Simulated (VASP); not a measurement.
# BaTiO3: the band gap up a ladder of functionals, part 4 of 6

Wanted: bands and gap of BaTiO3 from one functional after another. Left out of this account: 1 further run (bands with TB-mBJ + SOC: it diverged and was aborted). The start is a cell from a database of measured crystal structures.

VASP 6.6.1, plane waves and PAW; the level of theory is named at each step.

So far, least gap on mesh and path (eV): step 2 (bands, level LDA, k 4×4×4) 1.69; step 4 (bands, level PBE, k 4×4×4) 1.79; step 5 (bands, level r2SCAN, k 4×4×4) 2.19; step 7 (bands, level BLYP, k 4×4×4) 1.81; step 8 (bands, level SCAN, k 4×4×4) 2.19.

### Step 9. Starting orbitals for the hybrid

This step: PBE; plane waves and PAW (Ba_sv, Ti_sv, O) (VASP 6.6.1).

A hybrid converges badly from random orbitals, so a cheap semilocal run writes a WAVECAR on the same mesh first.

INCAR reads:

```
SYSTEM = BaTiO3
PREC = Accurate
ENCUT = 520
EDIFF = 1E-05
NELM = 100
ISMEAR = 0
SIGMA = 0.02
LREAL = .FALSE.
ALGO = Normal
GGA = PE
NBANDS = 26
LASPH = .TRUE.
LORBIT = 11
LWAVE = .TRUE.
LCHARG = .FALSE.
KPAR = 8
```

POSCAR reads:

```
BaTiO3
1.0
    3.9904800000      0.0000000000      0.0000000000
    0.0000000000      3.9904800000      0.0000000000
    0.0000000000      0.0000000000      4.0230300000
Ba Ti O
1 1 3
Direct
    0.0000000000      0.0000000000      0.0000000000
    0.5000000000      0.5000000000      0.5220000000
    0.5000000000      0.5000000000      0.9790000000
    0.5000000000      0.0000000000      0.4880000000
    0.0000000000      0.5000000000      0.4880000000
```

KPOINTS reads:

```
Automatic mesh
0
Gamma
4 4 4
0 0 0
```

PAW data sets: Ba_sv, Ti_sv and O (PBE family, release 64).

The run is started by

```
> mpirun -np 8 vasp_std
```

Numbers of over 12 decimals in the logs are rounded to 6 here.

What it wrote:

```text
[... set-up lines as in an earlier step ...]
 entering main loop
       N       E                     dE             d eps       ncg     rms          rms(c)
DAV:   1     0.447980663574E+03    0.44798E+03   -0.21205E+04   936   0.167E+03
DAV:   2    -0.432357195433E+01   -0.45230E+03   -0.43804E+03  1124   0.457E+02
DAV:   3    -0.485827363469E+02   -0.44259E+02   -0.44001E+02  1310   0.140E+02
DAV:   4    -0.506658613139E+02   -0.20831E+01   -0.20803E+01  1398   0.267E+01
DAV:   5    -0.507329272738E+02   -0.67066E-01   -0.67051E-01  1284   0.361E+00    0.235E+01
DAV:   6    -0.401513128439E+02    0.10582E+02   -0.65175E+01  1330   0.724E+01    0.100E+01
DAV:   7    -0.401241230350E+02    0.27190E-01   -0.11027E+01  1224   0.247E+01    0.683E+00
DAV:   8    -0.399526194377E+02    0.17150E+00   -0.83225E-01  1180   0.863E+00    0.309E+00
DAV:   9    -0.399852908159E+02   -0.32671E-01   -0.26503E-01  1312   0.394E+00    0.123E+00
DAV:  10    -0.399724207461E+02    0.12870E-01   -0.75580E-02  1172   0.298E+00    0.433E-01
DAV:  11    -0.399712003494E+02    0.12204E-02   -0.66311E-03  1400   0.677E-01    0.811E-02
DAV:  12    -0.399711229612E+02    0.77388E-04   -0.43767E-04  1070   0.165E-01    0.365E-02
DAV:  13    -0.399711123586E+02    0.10603E-04   -0.16695E-04  1210   0.128E-01    0.154E-02
DAV:  14    -0.399711099037E+02    0.24549E-05   -0.35312E-05  1020   0.555E-02
   1 F= -.39971110E+02 E0= -.39971110E+02  d E =-.362743E-46
 writing wavefunctions
```

Run time: 4 s. Hardware: 8 MPI ranks of Intel Xeon 6975P-C (Granite Rapids), shared host; peak memory 1.5 GiB; 28 s of CPU time.

OUTCAR, selected parts (step 9):

```text
   k-points           NKPTS =     18   k-points in BZ     NKDIM =     18   number of bands    NBANDS=     26

   NELECT =      40.0000    total number of electrons

 E-fermi :   4.1218

 k-point     1 :       0.0000    0.0000    0.0000
  band No.  band energies     occupation
    ...
     16       2.5185      2.00000
     17       2.7460      2.00000
     18       3.4640      2.00000
     19       3.5425      2.00000
     20       3.5425      2.00000
     21       5.7134      0.00000
     22       6.0880      0.00000
     23       6.0880      0.00000
     24       7.9586      0.00000
     25       8.1631      0.00000
    ...

  Total        2.0004542      2.0004542      2.9850595      0.0000000      0.0000000      0.0000000
  in kB       50.0305927     50.0305927     74.6551938      0.0000000      0.0000000      0.0000000
  external PRESSURE =      58.2387931 kB  Pullay stress =       0.0000000 kB

 POSITION                                       TOTAL-FORCE (eV/Angst)
 -----------------------------------------------------------------------------------
      0.00000      0.00000      0.00000         0.000000      0.000000      0.136107
      1.99524      1.99524      2.10002         0.000000     -0.000000     -0.182393
      1.99524      1.99524      3.93855         0.000000     -0.000000      0.051718
      1.99524      0.00000      1.96324        -0.000000      0.000000     -0.002716
      0.00000      1.99524      1.96324         0.000000      0.000000     -0.002716
 -----------------------------------------------------------------------------------
    total drift:                                0.000000      0.000000     -0.000219

  FREE ENERGIE OF THE ION-ELECTRON SYSTEM (eV)
  ---------------------------------------------------
  free  energy   TOTEN  =       -39.9711099037 eV

  energy  without entropy=      -39.9711099037  energy(sigma->0) =      -39.97110990

[... 7 parts as in an earlier step ...]

[... 9 further parts left out ...]
```

The gap is read on the k-mesh alone, so it is an upper bound where the band edges lie off the mesh.

A gap read on the k-mesh alone can miss the band edges.

This step gave:

```yaml
scf_cycles: 14
bands: 26
free_energy_toten: -39.97 eV
fermi_energy: 4.122 eV
pressure: 5.824 GPa
gap_on_the_k_mesh: 1.790 eV
least_direct_gap_on_the_k_mesh: 2.171 eV
```

Force by atom:

```csv
atom,x (eV/Å),y (eV/Å),z (eV/Å),size
Ba1,0.000,0.000,0.136,0.136
Ti2,0.000,0.000,-0.182,0.182
O3,0.000,0.000,0.052,0.052
O4,0.000,0.000,-0.003,0.003
O5,0.000,0.000,-0.003,0.003
```

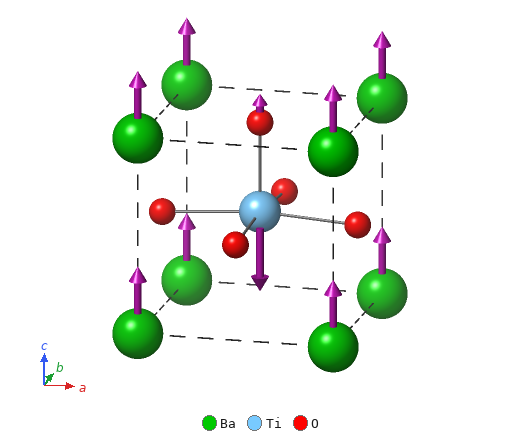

Force as arrows, the longest 0.182 eV/Å. Some periodic images of atoms are drawn too.

### Step 10. Bands with HSE06, k 4×4×4

This step: HSE06; plane waves and PAW (Ba_sv, Ti_sv, O) (VASP 6.6.1).

HSE06 mixes in a quarter of exact exchange at short range, at far higher cost; in semiconductors this cures much of the gap error, while metals seldom gain.

INCAR reads:

```
SYSTEM = BaTiO3
PREC = Accurate
ENCUT = 520
EDIFF = 1E-06
NELM = 100
ISMEAR = 0
SIGMA = 0.02
LREAL = .FALSE.
ALGO = Normal
LHFCALC = .TRUE.
AEXX = 0.25
GGA = PE
HFSCREEN = 0.2
LASPH = .TRUE.
NBANDS = 26
PRECFOCK = Fast
LORBIT = 11
LWAVE = .FALSE.
LCHARG = .FALSE.
KPAR = 8
```

POSCAR is that of step 9.

KPOINTS is that of step 9.

KPOINTS_OPT reads:

```
Line mode
6
Line-mode
Reciprocal
  0.00000000   0.00000000   0.00000000 GAMMA
  0.00000000   0.50000000   0.00000000 X

  0.00000000   0.50000000   0.00000000 X
  0.50000000   0.50000000   0.00000000 M

  0.50000000   0.50000000   0.00000000 M
  0.00000000   0.00000000   0.00000000 GAMMA

  0.00000000   0.00000000   0.00000000 GAMMA
  0.00000000   0.00000000   0.50000000 Z

  0.00000000   0.00000000   0.50000000 Z
  0.00000000   0.50000000   0.50000000 R

  0.00000000   0.50000000   0.50000000 R
  0.50000000   0.50000000   0.50000000 A

  0.50000000   0.50000000   0.50000000 A
  0.00000000   0.00000000   0.50000000 Z

  0.00000000   0.50000000   0.00000000 X
  0.00000000   0.50000000   0.50000000 R

  0.50000000   0.50000000   0.00000000 M
  0.50000000   0.50000000   0.50000000 A
```

The WAVECAR or CHGCAR of an earlier step is read.

The run is started by

```
> mpirun -np 8 vasp_std
```

What it wrote:

```text
[banner, memory and clock lines left out]
running    8 mpi-ranks, on    1 nodes
[...]
[... a notice as in an earlier step ...]

 LDA part: xc-table for (Slater+PW92), standard interpolation
 found WAVECAR, reading the header
 POSCAR, INCAR and KPOINTS ok, starting setup
[...]
reading WAVECAR
 the WAVECAR file was read successfully
 initial charge from wavefunction
 entering main loop
       N       E                     dE             d eps       ncg     rms          rms(c)
DAV:   1    -0.486873124318E+02   -0.48687E+02   -0.19331E+00  1064   0.124E+01    0.342E+00
DAV:   2    -0.484967827260E+02    0.19053E+00   -0.55378E-01  1090   0.963E+00    0.825E-01
DAV:   3    -0.485222146965E+02   -0.25432E-01   -0.61798E-02  1340   0.177E+00    0.772E-01
DAV:   4    -0.485160994562E+02    0.61152E-02   -0.27243E-02  1236   0.167E+00    0.341E-01
[...]
DAV:  10    -0.485167716025E+02   -0.17487E-05   -0.31434E-06   982   0.134E-02    0.146E-02
DAV:  11    -0.485167729032E+02   -0.13007E-05   -0.75840E-07   558   0.828E-03    0.916E-03
DAV:  12    -0.485167735537E+02   -0.65048E-06   -0.43514E-07   522   0.559E-03
   1 F= -.48516774E+02 E0= -.48516774E+02  d E =-.211123E-27
 Start KPOINTS_OPT (optional k-point list driver)
k-point batch [1-18\54]
       N       E                     dE             ncg
DAV:   1     0.761748178371E+03   -0.13898E+05      936
DAV:   2    -0.730986942429E+04   -0.80716E+04     1000
DAV:   3    -0.853844900650E+04   -0.12286E+04     1364
DAV:   4    -0.866419676541E+04   -0.12575E+03     1194
[...]
DAV:   8    -0.866948355489E+04   -0.56808E-04     1156
DAV:   9    -0.866948355605E+04   -0.11572E-05      844
DAV:  10    -0.866948355613E+04   -0.79195E-07      674
[...]
k-point batch [37-54\54]
       N       E                     dE             ncg
DAV:   1     0.805752674362E+03   -0.22687E+05      936
DAV:   2    -0.739946807411E+04   -0.82052E+04     1002
DAV:   3    -0.865512401913E+04   -0.12557E+04     1418
DAV:   4    -0.877090851474E+04   -0.11578E+03     1224
DAV:   5    -0.877532578634E+04   -0.44173E+01     1376
DAV:   6    -0.877543282015E+04   -0.10703E+00     1260
DAV:   7    -0.877543469785E+04   -0.18777E-02     1386
DAV:   8    -0.877543472810E+04   -0.30247E-04     1166
DAV:   9    -0.877543472875E+04   -0.64928E-06      822
```

Wall time 5.1 min (8 MPI ranks); peak memory 2.9 GiB.

OUTCAR, selected parts (step 10):

```text
 POSITION                                       TOTAL-FORCE (eV/Angst)
 -----------------------------------------------------------------------------------
      0.00000      0.00000      0.00000        -0.000000      0.000000      0.145367
      1.99524      1.99524      2.10002        -0.000000      0.000000      0.033513
      1.99524      1.99524      3.93855        -0.000000      0.000000     -0.305597
      1.99524      0.00000      1.96324        -0.000000      0.000000      0.063358
      0.00000      1.99524      1.96324         0.000000      0.000000      0.063358
 -----------------------------------------------------------------------------------
    total drift:                               -0.000006      0.000005      0.009057

  FREE ENERGIE OF THE ION-ELECTRON SYSTEM (eV)
  ---------------------------------------------------
  free  energy   TOTEN  =       -48.5167735537 eV

  energy  without entropy=      -48.5167735537  energy(sigma->0) =      -48.51677355

[... 1 part as in an earlier step ...]

[... 2 further parts left out ...]
[key lines of the parts left out:]
E-fermi :   3.0277
```

Electronic bands along the path, in eV, zero at the valence-band top; v1 is the highest filled band, c1 the lowest empty one:

```csv
point,v4,v3,v2,v1,c1,c2,c3,c4
Γ,-1.27,-0.48,-0.36,-0.36,3.24,3.60,3.60,5.46
X,-1.95,-1.77,-1.20,-1.07,3.76,5.15,5.20,5.58
M,-2.06,-1.17,-1.17,-0.09,5.23,5.23,5.70,6.17
Γ,-1.27,-0.48,-0.36,-0.36,3.24,3.60,3.60,5.46
Z,-2.14,-2.09,-0.76,-0.76,3.42,5.25,5.25,5.46
R,-1.95,-1.00,-0.96,-0.28,5.18,5.27,5.66,6.39
A,-2.58,-0.19,-0.19,0.00,5.93,5.93,5.95,8.03
Z,-2.14,-2.09,-0.76,-0.76,3.42,5.25,5.25,5.46
jump to X,-1.95,-1.77,-1.20,-1.07,3.76,5.15,5.20,5.58
R,-1.95,-1.00,-0.96,-0.28,5.18,5.27,5.66,6.39
jump to M,-2.06,-1.17,-1.17,-0.09,5.23,5.23,5.70,6.17
A,-2.58,-0.19,-0.19,0.00,5.93,5.93,5.95,8.03
```

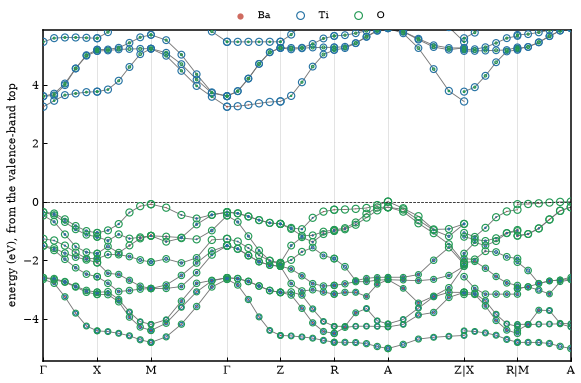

Electronic bands along the path; dots are coloured as in the legend, and their area grows with the weight.

The gap is 3.24 eV, indirect, from A to Γ. Against LDA that is +1.55 eV; this run took 20 times the core time, on fewer points of the path.

(Part 4 of 6 ends here.)

[Lines on the potential files, build, host, timing and source positions are cut from VASP's logs without a mark.]

[Logs are printed without paths, hosts, clocks, repeated set-up lines and the standing remarks that a program may print on its own settings, such as how far it seeks lower states.]

[Hosts, paths, dates, database ids (printed as entryN), source tags and the programs' standing remarks are cut or masked in the printed files.]

[A measured line is paired with the nearest computed mode of its activity, which favours agreement.]
